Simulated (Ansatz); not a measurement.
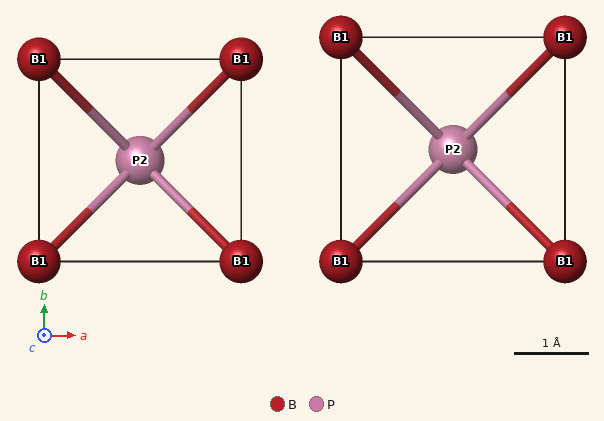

Two geometries of crystalline BP (a generated structure, set up in Pm-3m) (coarse preliminary run), drawn at one scale. One is the start of a relaxation, the other its converged end. The picture is a ball-and-stick view of the cell of the calculation, seen along the c axis.

The calculation used DFT PBE, scalar-relativistic, plane waves, PAW in Ansatz 0.2.0. Settings: plane-wave cutoff 420 eV; k-point mesh 6 × 6 × 6; occupations gaussian; smearing width 0.1 eV; no spin polarisation; cell and atoms relaxed; force threshold 0.04 eV/Å; at most 70 steps.

Which of the two is the end point?

The left one is the relaxed one. The energy falls by 313 meV per atom in 2 accepted moves (3 points after the start). All forces vanish by symmetry, so only the cell relaxes. The pressure goes from −21.19 to 0.01 GPa. The SCF was repeated once at an unchanged geometry on a basis and grid sized afresh for the cell, which shifted the energy by 0.7 meV per atom at most. No atom moves by more than 0.005 Å relative to the cell. The drawn cell changes as follows: a = b = c 3.028 → 2.733 Å (−9.8 %); the volume changes by −26.5 %. Among the contacts that change: B1–P2 2.622 → 2.367 Å. The space group stays Pm-3m (No. 221). The run took 2.8 s on 1 thread of Intel(R) Xeon(R) Platinum 8259CL CPU @ 2.50GHz (Skylake/Cascade Lake), with other jobs on the host, peak memory 0.33 GiB.
